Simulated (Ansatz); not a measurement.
# armchair SiC nanoribbon (N = 4, H/H2 edges): bands by functional and under strain, part 2 of 4

Aim: is the armchair SiC nanoribbon (N = 4, H/H2 edges) a metal or a semiconductor?

Ansatz 0.2.0; DFT PBE, plane waves, PAW; relaxation of a wire's period (the session's first sound run).

So far. Step 2 (Relaxing the period): The cell's length comes to 5.405 Å with no moment.

### 3. The perfect wire

This step: DFT PBE, plane waves, PAW; channels and complex bands of a perfect wire (Ansatz 0.2.0).

At the relaxed period the Bloch states of the perfect wire are found at each energy: those that move forward count the open channels, and those that decay describe how a disturbance dies away inside the wire itself. An energy step of 0.035 eV is under the 0.039 eV that the program asks for its thermal average at 300 K.

Input file input.yaml:

```yaml
crystal:
  lattice:
    - [13.634, 0.0, 0.0]
    - [0.0, 9.32, 0.0]
    - [0.0, 0.0, 5.4051372985]
  atoms:
    - { symbol: Si, position: [0.347482517, 0.5, 0.007301002] }
    - { symbol: Si, position: [0.568609863, 0.5, 0.005961951] }
    - { symbol: C, position: [0.34609591, 0.5, 0.330326285] }
    - { symbol: C, position: [0.57156249, 0.5, 0.332535763] }
    - { symbol: H, position: [0.751882622, 0.628312355, 0.410655581] }
    - { symbol: H, position: [0.751882622, 0.371687645, 0.410655581] }
    - { symbol: H, position: [0.275844961, 0.5, 0.42701655] }
    - { symbol: Si, position: [0.458484954, 0.5, 0.497624275] }
    - { symbol: Si, position: [0.69244678, 0.5, 0.486790108] }
    - { symbol: C, position: [0.457796125, 0.5, 0.831313915] }
    - { symbol: C, position: [0.688200075, 0.5, 0.838394262] }
    - { symbol: H, position: [0.252276498, 0.5, 0.871525306] }
    - { symbol: H, position: [0.729582441, 0.59383857, 0.905769076] }
    - { symbol: H, position: [0.729582441, 0.40616143, 0.905769076] }
kpoints:
  mp_grid: { grid: [1, 1, 15] }
  band_path: { path: ["Γ", Z], npoints: 50 }
scf:
  occupations: { method: fermi_dirac, width: 0.05 }
hamiltonian:
  xc: pbe
output:
  transmission:
    e_range: [-2, 2]
    de: 0.035
    kmesh: [1, 1]
    reduced_basis: true
    leads: [[0, 0]]
  dos: { e_range: [-5, 4] }
  write_potential: true
  write_density: true
  volumetric_format: npy
  elf: true
```

The run is started by

```bash
$ ansatz run input.yaml --threads 8 --pin off --max-ram 16384MiB --backend cpu --events-out ev --progress --plain --runs-dir out
```

Numbers of over 12 decimals in the logs are rounded to 6 here.

The program printed:

```text
[...]
Crystal: 14 atoms, lattice volume = 686.825 Å³
Basis set: ecut = 420 eV, 13369 PW (Γ)
Bands: 33, of which v1, the nominal top of the filled ones, is band 19 counted from 1 (18 counted from 0)
Symmetry: 2 space group operations
[...]
k-points: 8 of 15 (time reversal used)
[...]
SCF iter   1: F=—  HF=-3640.241393 eV  |F-HF|=—  |Δ(HF+E_count)|=         —  Δρ=1.78e-3  dr2=3.06e-2  ethr=1.77e-3  ⟨swp⟩=8.6  Hψ=1718  notcnv=0  defer=20
[...]
SCF iter   8: F=-3640.255740 eV  HF=-3640.255740 eV  |F-HF|=4.34e-8  |Δ(HF+E_count)|=   2.04e-7  Δρ=1.27e-6  dr2=7.67e-9  ethr=2.63e-10  ⟨swp⟩=14.6  Hψ=1629  notcnv=0
SCF 1 converged in 8 iterations: F = -3640.255740 eV  dr2 = 7.67e-9
[...]
NSCF: frozen V_eff on 51 k-points
transmission: 7 of 42 steps passed
transmission: 14 of 42 steps passed
[...]
transmission: 42 of 42 steps passed
WARN: The output density's exchange-correlation potential varies sharply where the density is thin. Do not read a vacuum level from v_tot or v_xc, or from such a field of the output density. On a cell that repeats whose density bears no net charge and no dipole along the vacuum's axis use v_es (v_loc + v_h of the components); under efield.dipole_correction with no amplitude use v_es + v_field, which holds any externa [...]
Second SCF, for the conductance: iteration 1, dr2 1.349e-8 eV
Second SCF, for the conductance: iteration 2, dr2 4.946e-9 eV
Second SCF, for the conductance: iteration 3, dr2 1.114e-9 eV
transmission: 7 of 42 steps passed
transmission: 14 of 42 steps passed
[...]
transmission: 42 of 42 steps passed
SCF converged after 8 iterations
Free energy (F): -3640.255740 eV
[...]
Internal energy: -3640.255740 eV  (E = F + TS)
E sigma→0 (E₀):  -3640.255740 eV
Fermi energy:    -1.901465 eV
[...]
--- Band table (eV; the first three rows and the last of 8) ---
  k-point 0: bands = [... 15 lower, -4.9150, -4.8980, -3.7694, -3.1234, -0.6754, 0.2414, 0.3863, 1.1548, ... 10 higher]
  k-point 1: bands = [... 15 lower, -4.9544, -4.8934, -3.7612, -3.1932, -0.6021, 0.2037, 0.3978, 1.1644, ... 10 higher]
  k-point 2: bands = [... 15 lower, -5.0331, -4.9246, -3.7385, -3.3771, -0.4115, 0.1061, 0.4341, 1.1919, ... 10 higher]
  k-point 7: bands = [... 15 lower, -5.6345, -5.0886, -4.6835, -3.5531, -0.5347, 0.9516, 1.0487, 1.1934, ... 10 higher]
--- Transmission ---
  basis      : 1119 plane waves across, 7 finite elements along
  points     : 1, standing for a mesh of 1 x 1
  filling    : by a second SCF (3 iterations) under fermi_dirac of width 0.025852 eV on a mesh of 1 x 1 x 37, whose Fermi level is -1.899239 eV
  energies   : 115 from -2.000000 to 1.990000 eV about the Fermi level, 0.035000 eV apart; the leads are filled to 0.000000 eV, and channels, transmission and decay are at -0.005000 eV
  crystal 0  : C4H6Si4, at the sites [0, 0], period 5.4051 Å: whole cells are its period
    offset         : up to 0.0000 Å between an atom of the period and one for which it stands
    filled         : 0.4 meV over the level at which it is neutral
    channels       : 0.000000e0 a spin
    conductance    : 3.3236e-7 S/m² at 300 K; may be off by some 0.4 % by where its bands' edges are placed, 0.0 % from the distance to neutral
    slowest decay  : 0.2164 /Å at (0.0000, 0.0000)
```

Wall time 3.9 min (8 threads of Arm Neoverse V2, shared host); peak memory 2.4 GiB; 22 min of CPU time.

In the SCF lines HF is the Harris–Foulkes energy and dr2 the Hartree energy of the density residual, in eV; the loop may stop once dr2 is under the threshold and the program's other checks hold. Hψ counts applications of the Hamiltonian.

This step gave:

- channels at the energy nearest the Fermi level, one spin: 0
- conductance of the lead as this run defines it: 5.45e-21 G₀
- slowest decay in the lead at the energy nearest the Fermi level: 0.2164 Å⁻¹
- band gap: 2.448 eV

The open channels of the lead, one spin by energy, zero at the Fermi level:

```
energy (eV)  open channels of the lead, one spin
    -2.0000                                    1
    -1.7550                                    2
    -1.5100                                    1
    -1.2650                                    1
    -0.9850                                    0
    -0.7400                                    0
    -0.4950                                    0
    -0.2500                                    0
    -0.0050                                    0
     0.2400                                    0
     0.4850                                    0
     0.7650                                    0
     1.0100                                    0
     1.2550                                    1
     1.5000                                    2
     1.7450                                    0
```

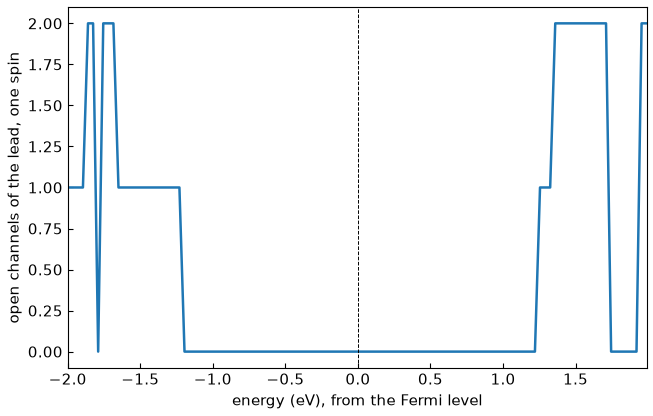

Open channels of the lead, one spin, plotted against energy.

The slowest values at each energy, most degenerate partners merged, listed up to 1.5 1/Å. Im kz of the slowest decaying states against energy, zero at the Fermi level:

| energy (eV) | decay 1 (Å⁻¹) | decay 2 (Å⁻¹) | decay 3 (Å⁻¹) | decay 4 (Å⁻¹) |
| --- | --- | --- | --- | --- |
| -2.000 | 0.278 | 0.350 | 0.352 | 0.446 |
| -1.510 | 0.256 | 0.368 | 0.382 | 0.498 |
| -0.985 | 0.132 | 0.377 | 0.401 | 0.413 |
| -0.495 | 0.2 | 0.378 | 0.409 | 0.437 |
| -0.005 | 0.216 | 0.372 | 0.410 | 0.418 |
| 0.485 | 0.198 | 0.359 | 0.364 | 0.402 |
| 1.010 | 0.123 | 0.251 | 0.337 | 0.385 |
| 1.500 | 0.307 | 0.358 | 0.538 | 0.659 |

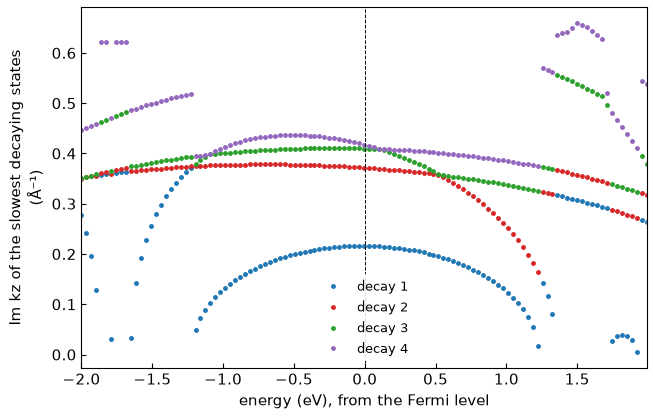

Im kz of the slowest decaying states against energy.

Electronic bands along the path, in eV, zero at the Fermi level:

```csv
point,band 16,band 17,band 18,band 19,band 20,band 21,band 22,band 23
Γ,-3.01,-3.00,-1.87,-1.22,1.23,2.14,2.29,3.06
Z,-3.83,-3.15,-2.82,-1.65,1.36,2.86,3.00,3.10
```

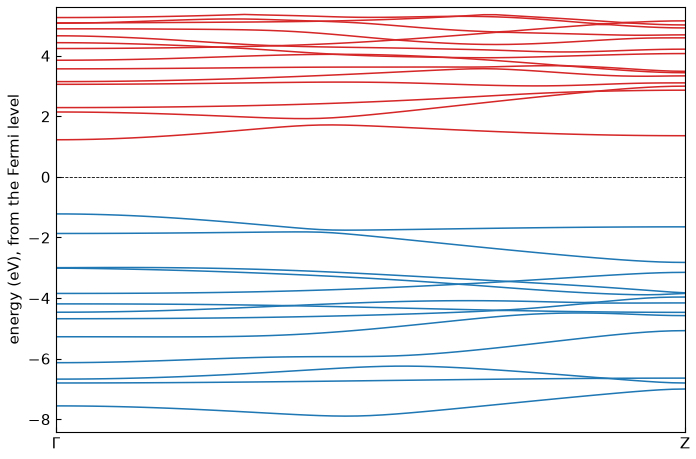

Electronic bands along the path; lines of filled and empty bands in two colours.

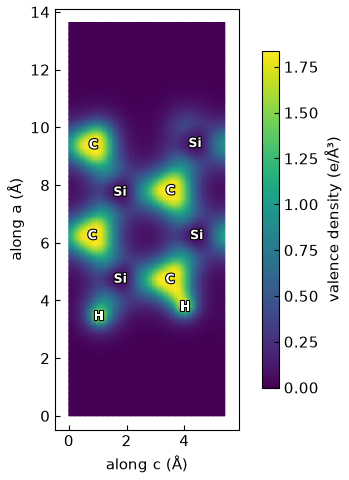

Valence density in the ca plane at fractional y = 0.500, with atoms of Si and C and H within 0.2 Å of it. It is the smooth field of the valence electrons, not physical close to the nuclei. The map starts off the cell's origin, so that atoms lie inside it.

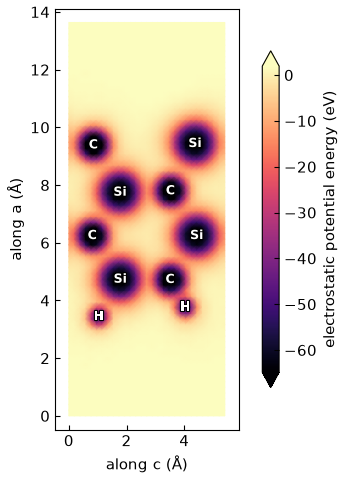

Electrostatic potential energy in the ca plane at fractional y = 0.500, with atoms of Si and C and H within 0.2 Å of it. With pseudopotentials it is smooth inside the atoms' cores, unlike the true potential. The map starts off the cell's origin, so that atoms lie inside it.

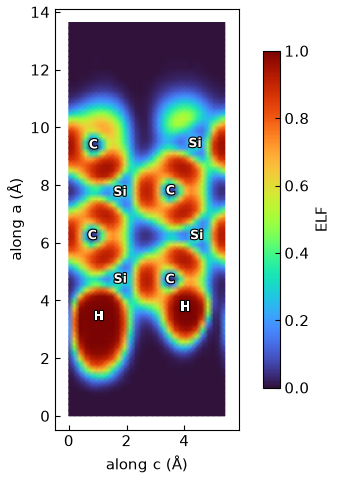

ELF in the ca plane at fractional y = 0.500, with atoms of Si and C and H within 0.2 Å of it. It is the smooth field of the valence electrons, not physical close to the nuclei. The map starts off the cell's origin, so that atoms lie inside it.

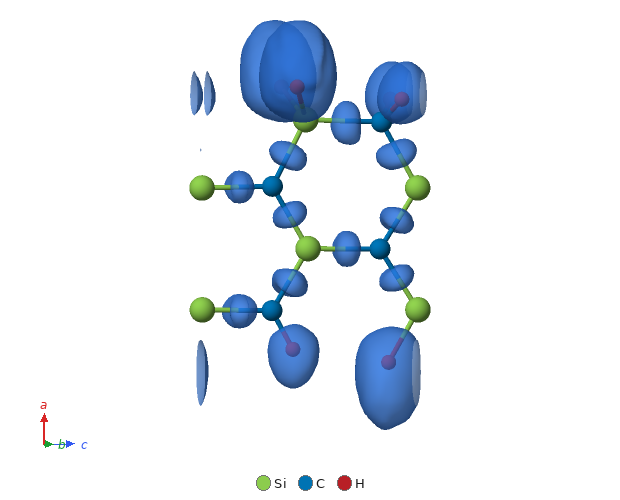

Surface of ELF = 0.85.

By hand: a barrier of this wire, of length L, would pass T ∝ exp(−2κL) at this energy; with κ = 0.216 Å⁻¹ one decade takes ln 10 / (2κ) = 5.32 Å.

At the computed energy nearest the Fermi level there are 0 channels a spin, and the thermal average gives 5.5e-21 G₀; the gap is 2.45 eV.

### 4. Another level of theory, level LDA, cutoff 420 eV

This step: DFT LDA, plane waves, PAW; bands of a perfect wire at the PBE geometry (Ansatz 0.2.0).

The atoms stay at the PBE geometry and the functional changes. At fixed atoms LDA and the gradient-corrected functionals usually give like bands; this run checks that. Against the first PBE run of this kind, the mesh along the wire has 12 points against 15.

input.yaml, as its differences from that of step 3:

```diff
@@ -21,3 +21,3 @@
 kpoints:
-  mp_grid: { grid: [1, 1, 15] }
+  mp_grid: { grid: [1, 1, 12] }
   band_path: { path: ["Γ", Z], npoints: 50 }
@@ -26,14 +26,2 @@
 hamiltonian:
-  xc: pbe
-output:
-  transmission:
-    e_range: [-2, 2]
-    de: 0.035
-    kmesh: [1, 1]
-    reduced_basis: true
-    leads: [[0, 0]]
-  dos: { e_range: [-5, 4] }
-  write_potential: true
-  write_density: true
-  volumetric_format: npy
-  elf: true
+  xc: lda
```

The program printed:

```text
[...]
Crystal: 14 atoms, lattice volume = 686.825 Å³
Basis set: ecut = 420 eV, 13369 PW (Γ)
Bands: 33, of which v1, the nominal top of the filled ones, is band 19 counted from 1 (18 counted from 0)
Symmetry: 2 space group operations
[...]
k-points: 7 of 12 (time reversal used)
[...]
SCF iter   1: F=—  HF=-3497.128358 eV  |F-HF|=—  |Δ(HF+E_count)|=         —  Δρ=4.15e-3  dr2=1.22e-1  ethr=1.77e-3  ⟨swp⟩=8.6  Hψ=1540  notcnv=0  defer=16
[...]
SCF iter   8: F=-3497.109482 eV  HF=-3497.109482 eV  |F-HF|=4.82e-8  |Δ(HF+E_count)|=   1.81e-7  Δρ=1.95e-6  dr2=3.00e-8  ethr=2.63e-10  ⟨swp⟩=16.1  Hψ=1519  notcnv=0
SCF 1 converged in 8 iterations: F = -3497.109482 eV  dr2 = 3.00e-8
[...]
SCF converged after 8 iterations
Free energy (F): -3497.109482 eV
[...]
Internal energy: -3497.109482 eV  (E = F + TS)
E sigma→0 (E₀):  -3497.109482 eV
Fermi energy:    -2.101241 eV
[...]
--- Band table (eV; the first three rows and the last of 7) ---
  k-point 0: bands = [... 15 lower, -5.0761, -5.0483, -3.9503, -3.2962, -0.9008, 0.0238, 0.2392, 1.0129, ... 10 higher]
  k-point 1: bands = [... 15 lower, -5.1240, -5.0533, -3.9367, -3.4046, -0.7871, -0.0361, 0.2548, 1.0250, ... 10 higher]
  k-point 2: bands = [... 15 lower, -5.2364, -5.1143, -3.9019, -3.6719, -0.5172, -0.1744, 0.3063, 1.0534, ... 10 higher]
  k-point 6: bands = [... 15 lower, -5.8908, -5.2366, -4.9017, -3.7183, -0.7803, 0.7221, 0.8727, 0.9726, ... 10 higher]
```

Run time: 11 s. Hardware: 8 threads; peak memory 1.7 GiB; 83 s of CPU time.

This step gave:

```
band gap : 2.395 eV
```

The electronic bands at the labelled points (eV, zero at the Fermi level):

| point | band 16 | band 17 | band 18 | band 19 | band 20 | band 21 | band 22 | band 23 |
| --- | --- | --- | --- | --- | --- | --- | --- | --- |
| Γ | -2.97 | -2.95 | -1.85 | -1.19 | 1.20 | 2.13 | 2.34 | 3.11 |
| Z | -3.79 | -3.14 | -2.80 | -1.62 | 1.32 | 2.82 | 2.97 | 3.07 |

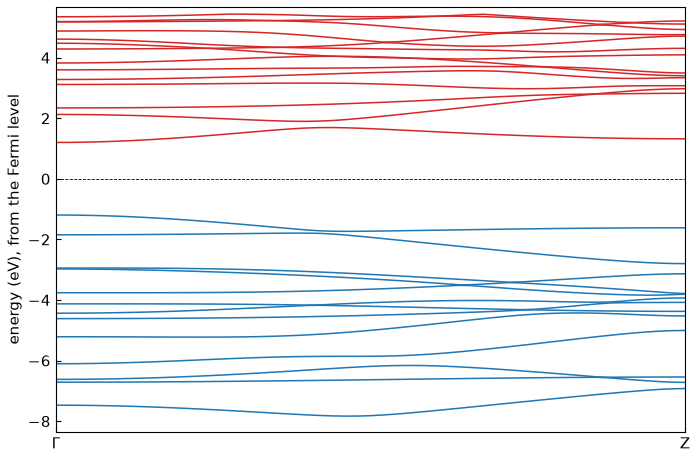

Electronic bands along the path; lines of filled and empty bands in two colours.

The gap is 2.40 eV, against 2.45 eV under PBE at the relaxed period.

### 5. Another level of theory, level PBEsol, cutoff 420 eV

This step: DFT PBEsol, plane waves, PAW; bands of a perfect wire at the PBE geometry (Ansatz 0.2.0).

The atoms stay at the PBE geometry and the functional changes. At fixed atoms LDA and the gradient-corrected functionals usually give like bands; this run checks that. Against the first PBE run of this kind, the mesh along the wire has 12 points against 15.

input.yaml, as its differences from that of step 4:

```diff
@@ -26,2 +26,2 @@
 hamiltonian:
-  xc: lda
+  xc: pbesol
```

The program printed:

```text
[...]
Crystal: 14 atoms, lattice volume = 686.825 Å³
Basis set: ecut = 420 eV, 13369 PW (Γ)
Bands: 33, of which v1, the nominal top of the filled ones, is band 19 counted from 1 (18 counted from 0)
Symmetry: 2 space group operations
[...]
k-points: 7 of 12 (time reversal used)
[...]
--- Band table (eV; the first three rows and the last of 7) ---
  k-point 0: bands = [... 15 lower, -4.9087, -4.8999, -3.7977, -3.1488, -0.7231, 0.2059, 0.4270, 1.1843, ... 10 higher]
  k-point 1: bands = [... 15 lower, -4.9663, -4.8964, -3.7845, -3.2569, -0.6092, 0.1468, 0.4432, 1.1965, ... 10 higher]
  k-point 2: bands = [... 15 lower, -5.0809, -4.9577, -3.7509, -3.5237, -0.3374, 0.0103, 0.4965, 1.2291, ... 10 higher]
  k-point 6: bands = [... 15 lower, -5.7413, -5.0900, -4.7549, -3.5717, -0.5886, 0.9294, 1.0685, 1.1602, ... 10 higher]
[key lines of the parts left out:]
SCF converged after 8 iterations
Free energy (F): -3564.064479 eV
Fermi energy:    -1.937965 eV
```

Wall time 10 s (8 threads); peak memory 1.7 GiB.

Electronic bands along the path, in eV, zero at the Fermi level:

```
point  band 16  band 17  band 18  band 19  band 20  band 21  band 22  band 23
    Γ    -2.97    -2.96    -1.86    -1.21     1.21     2.14     2.37     3.12
    Z    -3.80    -3.15    -2.82    -1.63     1.35     2.87     3.01     3.10
```

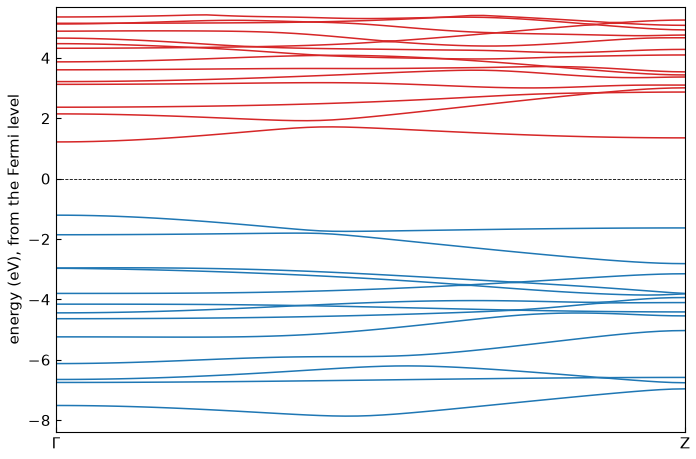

Electronic bands along the path; lines of filled and empty bands in two colours.

The gap is 2.43 eV, against 2.45 eV under PBE at the relaxed period.

### 6. Levels at the same atoms, level r2SCAN, cutoff 500 eV

This step: DFT r2SCAN, plane waves, PAW; bands of a perfect wire at the PBE geometry (Ansatz 0.2.0).

The atoms stay at the PBE geometry and the functional changes. r2SCAN also reads the kinetic-energy density; it often gives larger moments and wider gaps than PBE, at a higher cost. Against the first PBE run of this kind, the cutoff is 500 eV against 420 and the mesh along the wire has 12 points against 15.

input.yaml, as its differences from that of step 5:

```diff
@@ -26,2 +26,2 @@
 hamiltonian:
-  xc: pbesol
+  xc: r2scan
```

The program printed:

```text
[...]
Crystal: 14 atoms, lattice volume = 686.825 Å³
Basis set: ecut = 500 eV, 17379 PW (Γ), exchange–correlation on 400×288×160 points (64 copies of the dense FFT grid, shifted against one another)
Bands: 33, of which v1, the nominal top of the filled ones, is band 19 counted from 1 (18 counted from 0)
Symmetry: 2 space group operations
[...]
k-points: 7 of 12 (time reversal used)
[...]
--- Band table (eV; the first three rows and the last of 7) ---
  k-point 0: bands = [... 15 lower, -5.1693, -5.1373, -3.9501, -3.2821, -0.5554, 0.4141, 0.7038, 1.6390, ... 10 higher]
  k-point 1: bands = [... 15 lower, -5.2230, -5.1422, -3.9373, -3.3923, -0.4378, 0.3525, 0.7214, 1.6517, ... 10 higher]
  k-point 2: bands = [... 15 lower, -5.3404, -5.2115, -3.9053, -3.6665, -0.1549, 0.2115, 0.7797, 1.6762, ... 10 higher]
  k-point 6: bands = [... 15 lower, -6.0020, -5.3083, -4.9619, -3.7294, -0.4136, 1.3138, 1.3478, 1.5228, ... 10 higher]
[key lines of the parts left out:]
SCF converged after 8 iterations
Free energy (F): -3656.749733 eV
Fermi energy:    -1.920319 eV
```

The job ended after 21 s (8 threads; peak memory 2.9 GiB).

The electronic bands at the labelled points (eV, zero at the Fermi level):

| point | band 16 | band 17 | band 18 | band 19 | band 20 | band 21 | band 22 | band 23 |
| --- | --- | --- | --- | --- | --- | --- | --- | --- |
| Γ | -3.25 | -3.22 | -2.03 | -1.36 | 1.36 | 2.33 | 2.62 | 3.56 |
| Z | -4.08 | -3.39 | -3.04 | -1.81 | 1.51 | 3.23 | 3.27 | 3.44 |

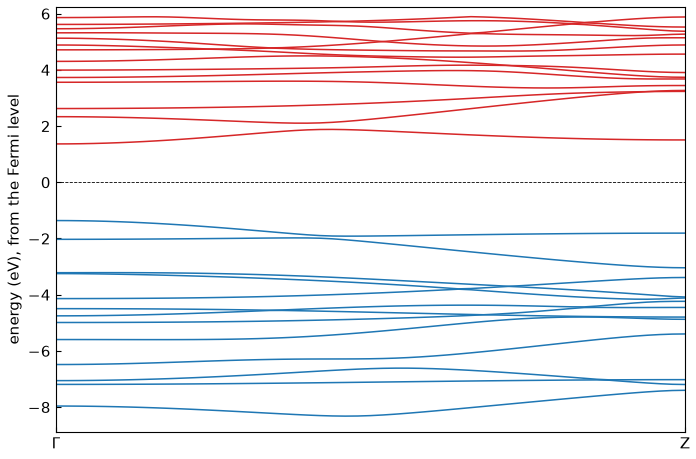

Electronic bands along the path; lines of filled and empty bands in two colours.

The gap is 2.73 eV, against 2.45 eV under PBE at the relaxed period.

(Part 2 of 4 ends here.)

[Logs are printed without paths, hosts, clocks, repeated set-up lines and the standing remarks that a program may print on its own settings, such as how far it seeks lower states.]

[Hosts, paths, dates, database ids (printed as entryN), source tags and the programs' standing remarks are cut or masked in the printed files.]
